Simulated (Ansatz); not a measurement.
# Geometry relaxation, with input and output: Ge

- system: Ge (Fd-3m, 2 atoms in the cell)
- method: DFT, PBE, PAW with Ansatz's default frozen-core files, scalar-relativistic, no spin polarisation (Ansatz 0.2.0)

The structure was built on a prototype by a generator; it need not be a known phase. It belongs to a series of runs on one base structure; here: cell relaxed at zero pressure.

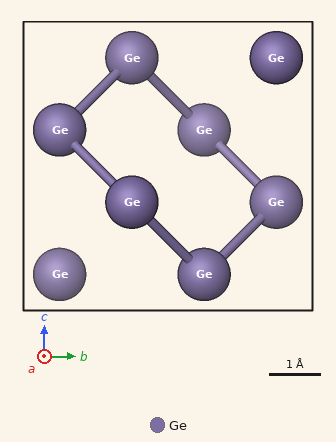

*The input geometry (ball-and-stick view of the cell 4 times as large as that of the calculation, set on its symmetry axes, along the a axis).*

Near neighbours in the crystal (not all of them lie inside the picture): Ge has 4 Ge at 2.49 Å.

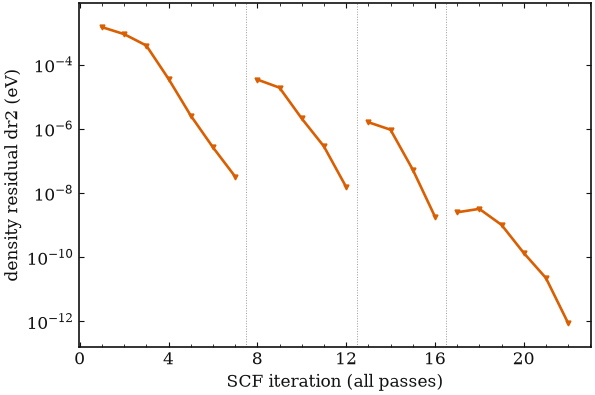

*Convergence of the self-consistent field: density residual dr2 against the SCF iteration. The dotted lines part the SCF passes of the relaxation: geometry steps, rejected trials and re-solves on a re-selected basis.*

The passes take 7, 5, 4 and 6 iterations.

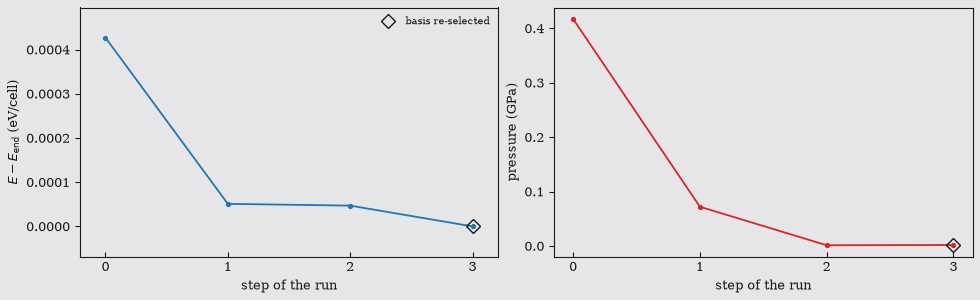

*Progress of the relaxation, step by step (the first geometry is step 0 here and step 1 in the log).*

The atoms keep their places relative to the cell (all moves are under 0.005 Å). Cell: a = b = c 5.749 → 5.762 Å (+0.2 %). Volume +0.7 %. Among the contacts that change: Ge1–Ge2 2.489 → 2.495 Å. The space group stays Fd-3m (No. 227). Over 2 geometry steps the energy falls by 0.4 meV per cell of the calculation. All forces vanish by symmetry, so only the cell relaxes. Pressure: 0.42 GPa at the start and 0.00 GPa at the end. A last SCF at the same geometry on a re-selected plane-wave basis shifts the energy by next to nothing (0.0 meV per cell of the calculation). (Atoms are counted from 1 in the order of the input.)

The input and output of the run follow.

Input:
```yaml
crystal:
  lattice:
    - [0.0, 2.8744485395, 2.8744485395]
    - [2.8744485395, 0.0, 2.8744485395]
    - [2.8744485395, 2.8744485395, 0.0]
  atoms:
    - { symbol: Ge, position: [-0.125, -0.125, -0.125] }
    - { symbol: Ge, position: [0.125, 0.125, 0.125] }
kpoints:
  mp_grid: { grid: [11, 11, 11] }
scf:
  occupations: { method: fermi_dirac, width: 0.08 }
hamiltonian:
  xc: pbe
  pseudopotentials: { kind: paw }
output:
  forces: true
  stress: true
relax:
  f_tol: 0.005
  max_steps: 40
  cell: {}
```

Launch command:
```bash
ansatz run input.yaml --threads 1 --pin off --max-ram 2048MiB --backend cpu --events-out ev --progress --plain --runs-dir out
```

What the program printed:
```
Engine: ansatz 0.2.0, x86_64-unknown-linux-gnu
Pseudopotentials: kind: paw
Pseudopotential: Ge, paw, valence charge 14, recommended cutoff 420 eV (normal), Ge.paw.azcp
Functional definition: PBE
  parameter kappa = 0.804
  parameter beta = 0.06672455060314922
  exchange = pbe_x(kappa = kappa, mu = beta*pi^2/3)
  correlation = pbe_c(beta = beta)
Crystal: 2 atoms, lattice volume = 47.500 Å³
Basis set: ecut = 420 eV, 941 PW (Γ), exchange–correlation on 60×60×60 points (8 copies of the dense FFT grid, shifted against one another)
Bands: 18, of which v1, the nominal top of the filled ones, is band 14 counted from 1 (13 counted from 0)
Symmetry: 48 space group operations
Space group: Fd-3m (ITA 227), of the structure as read, at distance tolerance 3.6e-5 Å
k-points: 56 of 1331
Non-local potential: Ge, projectors of the file, l = 0: 2, l = 1: 2, l = 2: 3, l = 3: 1
PAW form: soft (Blöchl's): semilocal exchange-correlation on the pseudo side does not see the compensation charge
PAW one-centre angular grid: Ge, 590 points (default); XC on 64 Gauss nodes
Initial density: superposition of atomic densities (neutral atoms: chi_scale 0, normalization atom), corrected by the library's trained network
Initial wavefunctions: pseudopotential atomic-orbital guess
Functional: x = pbe(κ = 0.804, μ = 0.2195149727645171), c = pbe(β = 0.06672455060314922)
SCF iter   1: F=—  HF=-8589.967189 eV  |F-HF|=—  |Δ(HF+E_count)|=         —  Δρ=1.58e-3  dr2=1.48e-3  ethr=1.77e-3  ⟨swp⟩=5.9  Hψ=4764  notcnv=0
preconditioner: auto → Kerker (q_TF=auto, 2.498 Å⁻¹)  [metal: Δε(μ)=0.183 eV  Ē_g=23.249 eV  σ=0.080 eV  W_gap=0.41  n_scr=14 (ndim 8)  ℏωp=28.5 eV  f_vac=0.090  D(μ)=0.11/eV (n_scr^D=0)]
SCF iter   2: F=—  HF=-8589.966739 eV  |F-HF|=—  |Δ(HF+E_count)|=   4.50e-4  Δρ=1.22e-3  dr2=8.96e-4  ethr=5.29e-6  ⟨swp⟩=2.0  Hψ=2041  notcnv=0
SCF iter   3: F=—  HF=-8589.966740 eV  |F-HF|=—  |Δ(HF+E_count)|=   8.42e-7  Δρ=6.80e-4  dr2=3.95e-4  ethr=3.20e-6  ⟨swp⟩=3.0  Hψ=1829  notcnv=0
SCF iter   4: F=—  HF=-8589.966877 eV  |F-HF|=—  |Δ(HF+E_count)|=   1.37e-4  Δρ=3.87e-4  dr2=3.62e-5  ethr=1.41e-6  ⟨swp⟩=2.0  Hψ=1236  notcnv=0
SCF iter   5: F=—  HF=-8589.966890 eV  |F-HF|=—  |Δ(HF+E_count)|=   1.34e-5  Δρ=6.39e-5  dr2=2.60e-6  ethr=1.29e-7  ⟨swp⟩=2.0  Hψ=1798  notcnv=0
SCF iter   6: F=—  HF=-8589.966894 eV  |F-HF|=—  |Δ(HF+E_count)|=   3.50e-6  Δρ=3.61e-5  dr2=2.67e-7  ethr=9.27e-9  ⟨swp⟩=3.0  Hψ=1800  notcnv=0
SCF iter   7: F=-8589.966894 eV  HF=-8589.966894 eV  |F-HF|=7.20e-8  |Δ(HF+E_count)|=   6.10e-8  Δρ=1.33e-5  dr2=3.27e-8  ethr=3.57e-10  ⟨swp⟩=4.0  Hψ=3527  notcnv=0
SCF 1 converged in 7 iterations: F = -8589.966894 eV  dr2 = 3.27e-8
  greatest PAW one-centre occupation: 0.998 electrons in one spin orbital (limit 2), on the Ge atom at site 1 (counted from 0), in its partial waves of l = 2
relax step   1: F+E_penalty+E_count = -8589.96689393 eV  Δ(F+E_penalty+E_count) = +0.000e0 eV  max|allowed force component| = 1.966e-17 eV/Å  Δτ_max = 0.0000 Å  P = +0.418 GPa  Ω = 47.500 Å³  (7 SCF iters, dr2 threshold 1.00e-7 eV, accepted)
Crystal: 2 atoms, lattice volume = 47.775 Å³
Initial density: handed on by an earlier stage of this run
Initial wavefunctions: those handed on with the density
iter 1 solved again at ethr=1.71e-7 eV; its pass at ethr=3.10e-3 eV (dr2=4.79e-5 eV) is discarded
SCF iter   1: F=—  HF=-8589.967262 eV  |F-HF|=—  |Δ(HF+E_count)|=         —  Δρ=2.51e-4  dr2=3.44e-5  ethr=1.71e-7  ⟨swp⟩=2.0  Hψ=5466  notcnv=0
preconditioner: auto → Kerker (q_TF=auto, 2.496 Å⁻¹)  [metal: Δε(μ)=0.181 eV  Ē_g=23.227 eV  σ=0.080 eV  W_gap=0.42  n_scr=14 (ndim 8)  ℏωp=28.4 eV  f_vac=0.083  D(μ)=0.11/eV (n_scr^D=0)]
SCF iter   2: F=—  HF=-8589.967267 eV  |F-HF|=—  |Δ(HF+E_count)|=   5.47e-6  Δρ=1.71e-4  dr2=1.92e-5  ethr=1.23e-7  ⟨swp⟩=1.0  Hψ=1008  notcnv=0
SCF iter   3: F=—  HF=-8589.967268 eV  |F-HF|=—  |Δ(HF+E_count)|=   1.01e-6  Δρ=4.35e-5  dr2=2.11e-6  ethr=6.87e-8  ⟨swp⟩=1.0  Hψ=1008  notcnv=0
SCF iter   4: F=—  HF=-8589.967269 eV  |F-HF|=—  |Δ(HF+E_count)|=   1.03e-6  Δρ=2.69e-5  dr2=2.84e-7  ethr=7.52e-9  ⟨swp⟩=2.0  Hψ=1794  notcnv=0
SCF iter   5: F=-8589.967270 eV  HF=-8589.967270 eV  |F-HF|=5.37e-8  |Δ(HF+E_count)|=   3.71e-7  Δρ=6.01e-6  dr2=1.55e-8  ethr=7.14e-10  ⟨swp⟩=4.0  Hψ=3030  notcnv=0
SCF 2 converged in 5 iterations: F = -8589.967270 eV  dr2 = 1.55e-8
relax step   2: F+E_penalty+E_count = -8589.96726971 eV  Δ(F+E_penalty+E_count) = -3.758e-4 eV  max|allowed force component| = 7.864e-17 eV/Å  Δτ_max = 0.0000 Å  P = +0.072 GPa  Ω = 47.775 Å³  energy of the carried Pulay correction = -4.343e-5 eV  (5 SCF iters, dr2 threshold 2.00e-7 eV, accepted)
Crystal: 2 atoms, lattice volume = 47.833 Å³
iter 1 solved again at ethr=7.94e-9 eV; its pass at ethr=3.10e-3 eV (dr2=2.22e-6 eV) is discarded
SCF iter   1: F=—  HF=-8589.967269 eV  |F-HF|=—  |Δ(HF+E_count)|=         —  Δρ=5.20e-5  dr2=1.61e-6  ethr=7.94e-9  ⟨swp⟩=2.0  Hψ=5462  notcnv=0
preconditioner: auto → Kerker (q_TF=auto, 2.495 Å⁻¹)  [metal: Δε(μ)=0.180 eV  Ē_g=23.223 eV  σ=0.080 eV  W_gap=0.43  n_scr=14 (ndim 8)  ℏωp=28.4 eV  f_vac=0.083  D(μ)=0.11/eV (n_scr^D=0)]
SCF iter   2: F=—  HF=-8589.967274 eV  |F-HF|=—  |Δ(HF+E_count)|=   4.58e-6  Δρ=3.63e-5  dr2=9.40e-7  ethr=5.75e-9  ⟨swp⟩=1.0  Hψ=1008  notcnv=0
SCF iter   3: F=—  HF=-8589.967274 eV  |F-HF|=—  |Δ(HF+E_count)|=   2.08e-7  Δρ=8.87e-6  dr2=5.41e-8  ethr=3.36e-9  ⟨swp⟩=2.0  Hψ=1234  notcnv=0
SCF iter   4: F=-8589.967274 eV  HF=-8589.967274 eV  |F-HF|=4.01e-9  |Δ(HF+E_count)|=   6.82e-8  Δρ=1.91e-6  dr2=1.85e-9  ethr=4.66e-11  ⟨swp⟩=4.2  Hψ=3605  notcnv=0
SCF 3 converged in 4 iterations: F = -8589.967274 eV  dr2 = 1.85e-9
relax step   3: F+E_penalty+E_count = -8589.96727400 eV  Δ(F+E_penalty+E_count) = -4.291e-6 eV  max|allowed force component| = 9.252e-18 eV/Å  Δτ_max = 0.0000 Å  P = +0.001 GPa  Ω = 47.833 Å³  energy of the carried Pulay correction = -5.254e-5 eV  (4 SCF iters, dr2 threshold 1.30e-8 eV, accepted)
Initial wavefunctions: pseudopotential atomic-orbital guess (no wavefunctions were taken with the density)
iter 1 solved again at ethr=2.01e-7 eV; its pass at ethr=3.10e-3 eV (dr2=5.62e-5 eV) is discarded
SCF iter   1: F=—  HF=-8589.967316 eV  |F-HF|=—  |Δ(HF+E_count)|=         —  Δρ=3.84e-6  dr2=2.51e-9  ethr=2.01e-7  ⟨swp⟩=2.5  Hψ=6984  notcnv=0
eigensolver tolerance schedule: the retry pair's looser diagonalisation over-reported the residual by 22373.15 of it (diagonalisation noise at an unbounded share of the residual, at the tolerance the schedule requests for it); recorded, not acted on — ethr = c·dr2/N_el stays at c = 1.0e-1
SCF iter   2: F=—  HF=-8589.967321 eV  |F-HF|=—  |Δ(HF+E_count)|=   5.34e-6  Δρ=3.84e-6  dr2=3.21e-9  ethr=8.97e-12  ⟨swp⟩=3.0  Hψ=2458  notcnv=0
SCF iter   3: F=—  HF=-8589.967321 eV  |F-HF|=—  |Δ(HF+E_count)|=   2.69e-9  Δρ=1.92e-6  dr2=1.02e-9  ethr=8.97e-12  ⟨swp⟩=2.0  Hψ=1726  notcnv=0
SCF iter   4: F=—  HF=-8589.967321 eV  |F-HF|=—  |Δ(HF+E_count)|=   1.84e-9  Δρ=4.25e-7  dr2=1.36e-10  ethr=3.64e-12  ⟨swp⟩=2.0  Hψ=1239  notcnv=0
SCF iter   5: F=—  HF=-8589.967321 eV  |F-HF|=—  |Δ(HF+E_count)|=  2.06e-10  Δρ=2.05e-7  dr2=2.25e-11  ethr=1.00e-12  ⟨swp⟩=3.0  Hψ=1814  notcnv=0
SCF iter   6: F=-8589.967321 eV  HF=-8589.967321 eV  |F-HF|=0.00e0  |Δ(HF+E_count)|=  2.91e-11  Δρ=4.28e-8  dr2=8.87e-13  ethr=1.00e-12  ⟨swp⟩=5.0  Hψ=3819  notcnv=0
SCF 4 converged in 6 iterations: F = -8589.967321 eV  dr2 = 8.87e-13
relax step   4: F+E_penalty+E_count = -8589.96732110 eV  Δ(F+E_penalty+E_count) = -4.710e-5 eV  max|allowed force component| = 2.891e-17 eV/Å  Δτ_max = 0.0000 Å  P = +0.002 GPa  Ω = 47.833 Å³  stress off target by 1.92e-3 GPa  SCF on the basis re-selected at this cell (its energy is not comparable with the rows above)  (6 SCF iters)
basis re-selected at this cell: Δ(F+E_penalty+E_count) = -4.710e-5 eV, ΔP = +0.001 GPa vs the last step (what re-selecting the basis moved, of the pressure what is left beyond the Pulay correction that the steps carried, after the strain that the cell walked since its last selection, with what the two solves' SCF thresholds leave and, on support functions, any second-order correction that the steps lacked; it is no measure of the basis error at this ecutwfc). This SCF's stress stands 1.92e-3 GPa from its target on what of the cell is left free (relax.cell.stress_tol is 5.00e-2 GPa) and its largest allowed force component is 2.89e-17 eV/Å (relax.f_tol is 5.00e-3 eV/Å): within both
SCF converged after 6 iterations
Free energy (F): -8589.967321 eV
Harris-Foulkes:  -8589.967321 eV  (|F-HF|=0.00e0)
Internal energy: -8589.964888 eV  (E = F + TS)
E sigma→0 (E₀):  -8589.966104 eV
Entropy (-TS):   -0.002433 eV (-1.217 meV/atom)
Fermi energy:    7.855501 eV
--- Per-component energies (eV) ---
  E_band       = -315.717605
  E_kinetic    = 221.709015
  E_local      = -5019.187834  (includes V_loc(G=0)·N_el)
  E_nonlocal   = 836.336782
  E_hartree    = 2199.401927
  E_xc         = -150.585631
  E_vxc        = -128.454895  (∫ρ·V_xc dr)
  E_paw        = -4039.224901  (= ΣΔE_a)
  E_vpaw       = -624.925399  (= ΣTr[D̂ρ^β])
  E_aug_tail   = 0.000788  (compensation charges beyond the density's cutoff)
  E_ewald      = -2638.415033
  E_smearing   = -0.002433  (= −TS)
  E_closure    = -0.000000  (closes the sum)
  Σ components = -8589.967321   (vs F -8589.967321, Δ=0.00e0)
--- Forces (eV/Å), atoms counted from 1 ---
  atom   1  Ge     0.00000000     0.00000000    -0.00000000
  atom   2  Ge     0.00000000    -0.00000000     0.00000000
  max |Σ_I F_I| component: 7.40e-17 eV/Å
--- Stress (GPa, compression-positive) ---
        0.001923      -0.000000      -0.000000
       -0.000000       0.001923      -0.000000
       -0.000000      -0.000000       0.001923
  P = ⅓ Tr σ = 0.0019 GPa (0.019 kbar)
--- Relaxed structure (3 steps of the walk, 3 accepted, 1 SCFs on fresh bases) ---
  F+E_penalty+E_count = -8589.96732110 eV   max|allowed force component| = 2.891e-17 eV/Å   (the final SCF, on the basis selected at the relaxed cell)
  cell:  # Å, volume = 47.8329 Å³
    - [-7.1335208460538254e-34, 2.8811472615245113, 2.8811472615245113]
    - [2.8811472615245113, -1.8088570716779347e-33, 2.8811472615245113]
    - [2.8811472615245113, 2.8811472615245113, -8.789516756744892e-34]
  atoms:
    - { symbol: Ge, position: [-0.12499999999999999, -0.12499999999999999, -0.12499999999999999] }
    - { symbol: Ge, position: [0.12499999999999999, 0.12499999999999999, 0.12499999999999999] }
```

Trajectory as extended XYZ (Å, eV, eV/Å), 4 frames, from step=1 to step=4:
```
2
Lattice="0.0000 2.8744 2.8744 2.8744 0.0000 2.8744 2.8744 2.8744 0.0000" Properties=species:S:1:pos:R:3:forces:R:3 step=1 energy=-8589.96689 pressure_GPa=0.42
Ge   -0.7186   -0.7186   -0.7186    0.0000   0.0000   0.0000
Ge    0.7186    0.7186    0.7186    0.0000   0.0000   0.0000
2
Lattice="0.0000 2.8800 2.8800 2.8800 0.0000 2.8800 2.8800 2.8800 0.0000" Properties=species:S:1:pos:R:3:forces:R:3 step=2 energy=-8589.96727 pressure_GPa=0.07
Ge   -0.7200   -0.7200   -0.7200    0.0000   0.0000   0.0000
Ge    0.7200    0.7200    0.7200    0.0000   0.0000   0.0000
2
Lattice="0.0000 2.8811 2.8811 2.8811 0.0000 2.8811 2.8811 2.8811 0.0000" Properties=species:S:1:pos:R:3:forces:R:3 step=3 energy=-8589.96727 pressure_GPa=0.00
Ge   -0.7203   -0.7203   -0.7203    0.0000   0.0000   0.0000
Ge    0.7203    0.7203    0.7203    0.0000   0.0000   0.0000
2
Lattice="0.0000 2.8811 2.8811 2.8811 0.0000 2.8811 2.8811 2.8811 0.0000" Properties=species:S:1:pos:R:3:forces:R:3 step=4 energy=-8589.96732 pressure_GPa=0.00
Ge   -0.7203   -0.7203   -0.7203    0.0000   0.0000   0.0000
Ge    0.7203    0.7203    0.7203    0.0000   0.0000   0.0000
```

Summary:

| quantity | value |
| --- | --- |
| outcome | converged |
| space group (tolerance 0.01 Å) | Fd-3m (227) |
| electrons treated | 28 |
| free energy | −8589.9673 eV |
| Fermi energy | 7.856 eV |
| pressure | 0.00 GPa |
| final volume | 47.83 Å³ |
| largest force (length of the vector) at the end | under 0.001 eV/Å |
| final cell | a = 4.075 Å, b = 4.075 Å, c = 4.075 Å, α = 60.00°, β = 60.00°, γ = 60.00° |
| hardware | 1 thread of Intel Xeon (Granite Rapids), 32 GiB of memory available, shared host |
| wall time | 3.8 s |
| peak memory | 0.39 GiB |
